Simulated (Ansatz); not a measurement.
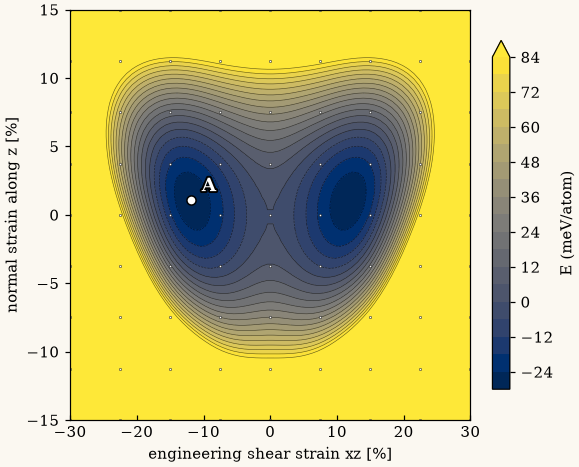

W (Fm-3m, No. 225; 1 atom in the cell). The energy is mapped over two homogeneous strains (x, y and z along the cube axes). The first coordinate is: engineering shear strain xz; the second: normal strain along z. Nothing is relaxed (symmetry fixes all fractional coordinates). The scan uses a 9 × 9 grid; 45 points were computed and 36 follow by symmetry. Points are written as (first, second). Energies are in meV/atom, from the relaxed crystal. All numbers below come from DFT LDA, scalar-relativistic, plane waves, PAW (Ansatz). Settings: cutoff 420 eV, k-mesh 20×20×20, gaussian smearing 0.15 eV, no spin polarisation.

The picture shows filled contours, dots at the grid points, one colour for all values above the top of the scale, the well A. Between grid points the surface is interpolated.

Question: Where is the minimum, and how stiff is the crystal against these two strains (in GPa)? Take the well at A.

Answer: The interpolated minimum is at −11.9 % and 1.1 %. Divided by the cell volume of 15.7 Å³, the second derivatives of the energy there are about 126 GPa along the first strain and 220 GPa along the second, with a cross term of about 52 GPa (clamped ions). Round the minimum the valley is somewhat tilted: raising engineering shear strain xz shifts the best value of normal strain along z downwards (coupling k₁₂/√(k₁₁k₂₂) about 0.3).

PAW datasets: the set soft_1.
